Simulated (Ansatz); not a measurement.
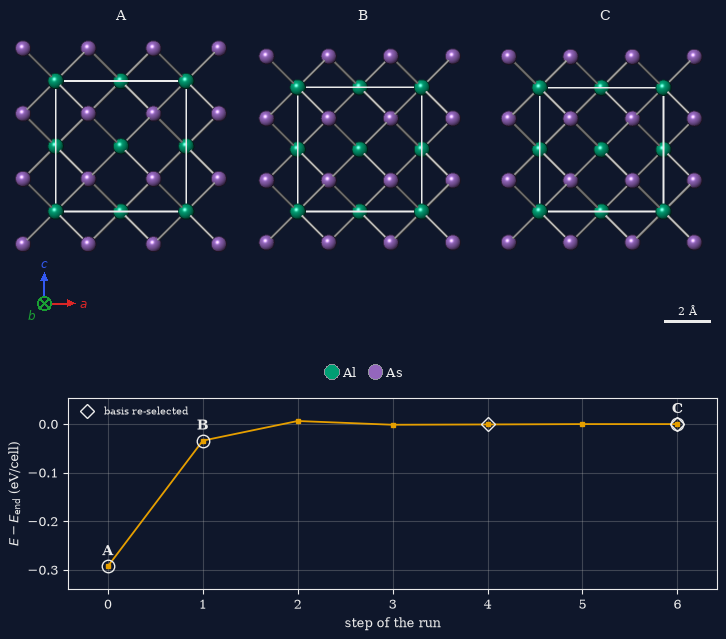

Frames of a relaxation of a crystal of AlAs (set up in F-43m), marked on the history of the run. The picture is a ball-and-stick view of the conventional cell (4 times the calculation's cell), seen along the b axis. Lengths and directions refer to the drawn axes.

Case: relaxed at 16 GPa.

Level of theory: DFT PBEsol, scalar-relativistic, plane waves, PAW (Ansatz 0.2.0).

Input
```yaml
crystal:
  lattice:
    - [0.0, 2.8372982424, 2.8372982424]
    - [2.8372982424, 0.0, 2.8372982424]
    - [2.8372982424, 2.8372982424, 0.0]
  atoms:
    - { symbol: Al, position: [0.0, 0.0, 0.0] }
    - { symbol: As, position: [0.75, 0.75, 0.75] }
basis:
  ecutwfc: 420
kpoints:
  mp_grid: { grid: [8, 8, 8] }
hamiltonian:
  xc: pbesol
scf:
  occupations: { method: fixed }
output:
  forces: true
  stress: true
  eigenvalues: true
relax:
  adjacent_minimum: "off"
  f_tol: 0.001
  max_steps: 60
  cell: { stress_tol: 0.02, p_target: 16.0 }
```

Command:
```bash
ansatz run input.yaml --threads 1 --pin off --max-ram 3072MiB --backend cpu --events-out ev --progress --plain --runs-dir out
```

What happens along the run?

Answer. The atoms keep their places relative to the cell (all moves are under 0.005 Å). Cell: a = b = c 5.675 → 5.382 Å (−5.2 %). Volume −14.7 %. Among the contacts that change: Al1–As2 2.457 → 2.330 Å. The space group stays F-43m (No. 216). Over 4 accepted moves (6 points after the start) the energy rises by 0.292 eV per cell of the calculation. With the target pressure of 16 GPa, the enthalpy E + pV changes by −0.378 eV per cell of the calculation. All forces vanish by symmetry, so only the cell relaxes. The pressure goes from 0.00 to 16.00 GPa. The SCF was repeated twice at an unchanged geometry on a basis and grid sized afresh for the cell, which shifted the energy by 0.7 meV per cell of the calculation at most. From step 0 to 1: volume −13.9 %, energy +0.258 eV per cell of the calculation. From step 1 to 6: volume −0.9 %, energy +34.0 meV per cell of the calculation.

```json
{"step": "0", "E − E(0), meV/atom": "0.00", "pressure, GPa": "0.00", "volume, Å³/atom": "22.841", "note": ""}
{"step": "1", "E − E(0), meV/atom": "129.12", "pressure, GPa": "14.86", "volume, Å³/atom": "19.661", "note": ""}
{"step": "2", "E − E(0), meV/atom": "149.32", "pressure, GPa": "16.26", "volume, Å³/atom": "19.452", "note": ""}
{"step": "3", "E − E(0), meV/atom": "145.45", "pressure, GPa": "16.00", "volume, Å³/atom": "19.491", "note": ""}
{"step": "4", "E − E(0), meV/atom": "145.78", "pressure, GPa": "15.97", "volume, Å³/atom": "19.491", "note": "same geometry, new basis"}
{"step": "5", "E − E(0), meV/atom": "146.14", "pressure, GPa": "16.00", "volume, Å³/atom": "19.487", "note": ""}
{"step": "6", "E − E(0), meV/atom": "146.14", "pressure, GPa": "16.00", "volume, Å³/atom": "19.487", "note": "same geometry, new basis"}
```
